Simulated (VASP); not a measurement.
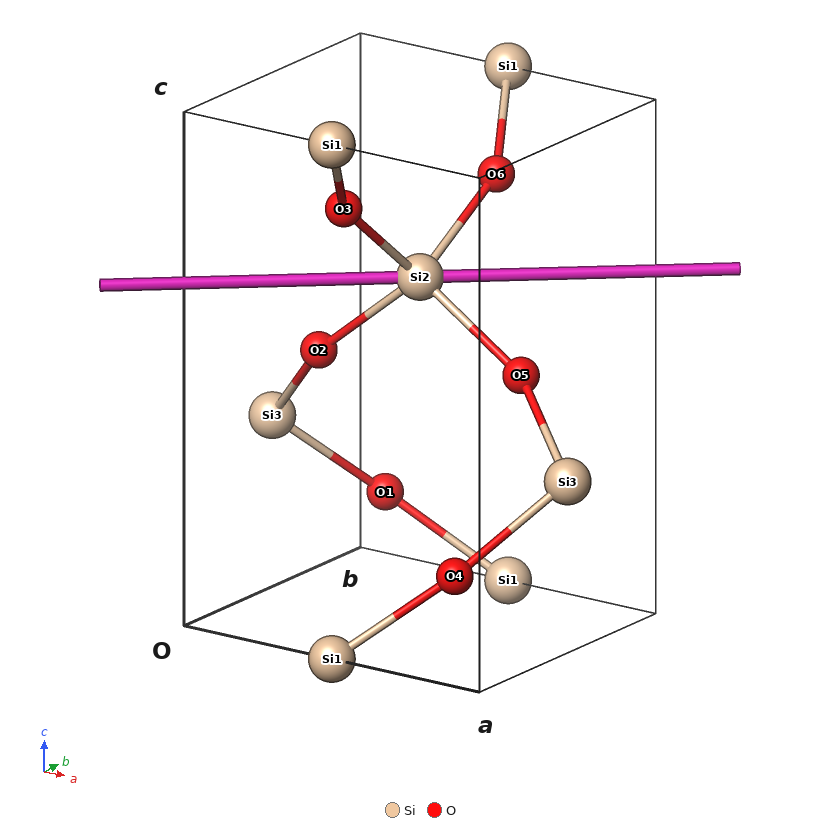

The coloured rod is the axis of a symmetry operation of the crystal. Crystal: SiO₂, the geometry relaxed with VASP 6.6.1, VASP Kohn-Sham DFT of a periodic cell, LDA, VASP PAW LDA potentials, recommended. The drawing is computed from the coordinates (standard cell, symmetry found to 0.002 Å).

a = 5.043 Å, b = 5.043 Å, c = 5.528 Å, α = 90.00°, β = 90.00°, γ = 120.00°.

```
atom       x       y       z
 Si1  0.5000  0.0000  0.0000
 Si2  0.5000  0.5000  0.6667
 Si3  0.0000  0.5000  0.3333
  O1  0.2079  0.7921  0.1667
  O2  0.2079  0.4159  0.5000
  O3  0.4159  0.2079  0.8333
  O4  0.7921  0.2079  0.1667
  O5  0.7921  0.5841  0.5000
  O6  0.5841  0.7921  0.8333
```

Take the operation x, y, z → y, x, −z+4/3.

Question: What kind of operation is it, and where does it lie?

Answer: It is a 2-fold rotation, about the line along [1 1 0] through (1/2, 1/2, 2/3).

Question: Onto which atom does it carry each atom (up to whole multiples of a, b and c)?

Answer: Si1 → Si3, Si2 → Si2, Si3 → Si1, O1 → O4, O2 → O3, O3 → O2, O4 → O1, O5 → O6, O6 → O5.
